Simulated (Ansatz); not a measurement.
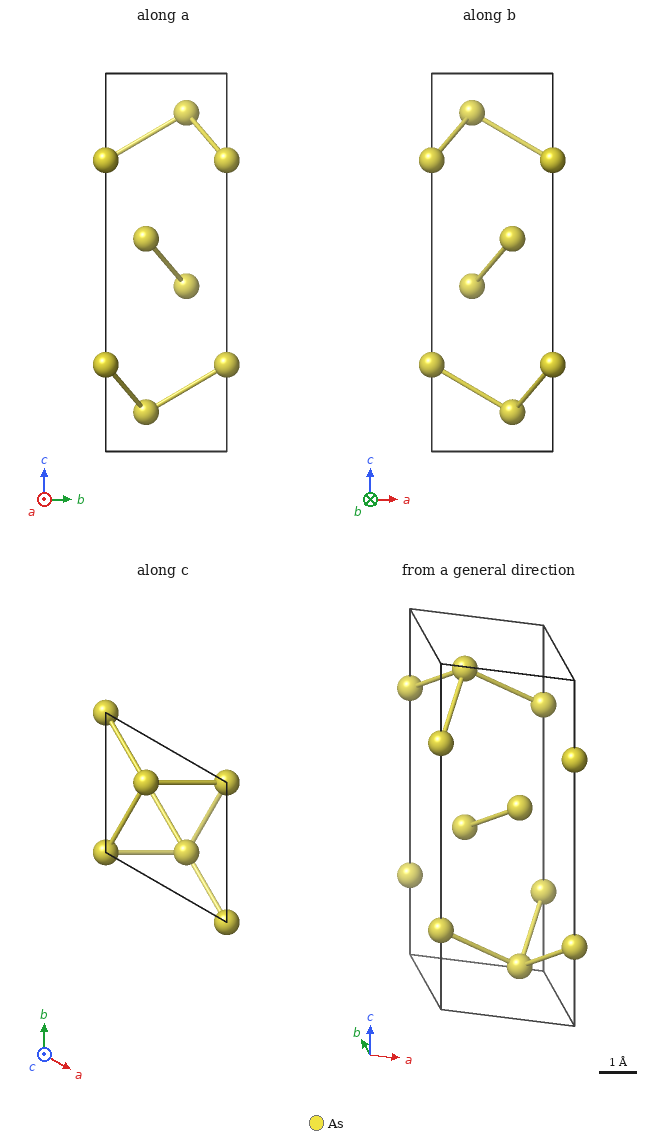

This ball-and-stick model is shown along the a axis, along the b axis, along the c axis and from a general direction. Lines trace the edges of the conventional unit cell.

Edges and angles: a = 3.795 Å, b = 3.795 Å, c = 10.262 Å, α = 90.00°, β = 90.00°, γ = 120.00°.

Connected in the drawing: As–As up to 2.76 Å (cut-off distances).

**How many atoms does the box hold, once sharing is allowed for?**

6 (arsenic), counting shared atoms by their share.

**Identify the Bravais lattice.**

Rhombohedral (trigonal R) lattice; the crystal system is trigonal.

**Name the space group.**

R-3m (No. 166), with As on 6c.

It derives from a structure type known for this element. Earlier steps of the study may have refined or changed the cell and positions. It went into a calculation with Ansatz.
